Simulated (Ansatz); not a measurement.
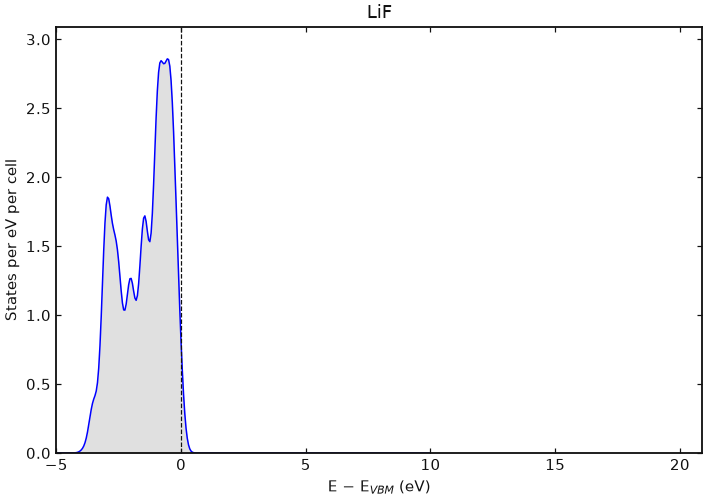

Density of states. Energies are counted from the top of the valence band. The curve is built from the levels of the k mesh with Gaussians 0.4 eV wide, which also blur the band edges.

Structure: LiF, space group Fm-3m, 2 atoms in the cell, hydrostatic strain −3.8%; a = 2.71 Å, b = 2.71 Å, c = 2.71 Å, α = 60.00°, β = 60.00°, γ = 60.00°.

Level of theory: DFT, HSE06, plane waves, PAW, no spin polarisation, 8×8×8 k mesh, 420 eV cutoff; code Ansatz.

Q: Metal or insulator, going by the density of states?

A: There is a gap; over the k points computed it is 12.90 eV (direct among those points).

Q: Where is the tallest peak of the filled states in the window?

A: Within the window shown, the tallest peak of the filled states lies 0.5 eV under the valence-band top, at about 2.9 states per eV and cell.

Q: How wide is the upper valence band?

A: The upper group of valence states starts about 3.8 eV under the valence-band top, with a gap beneath it; it holds about 6 electrons a cell.

The cell is at 13 GPa in this functional.
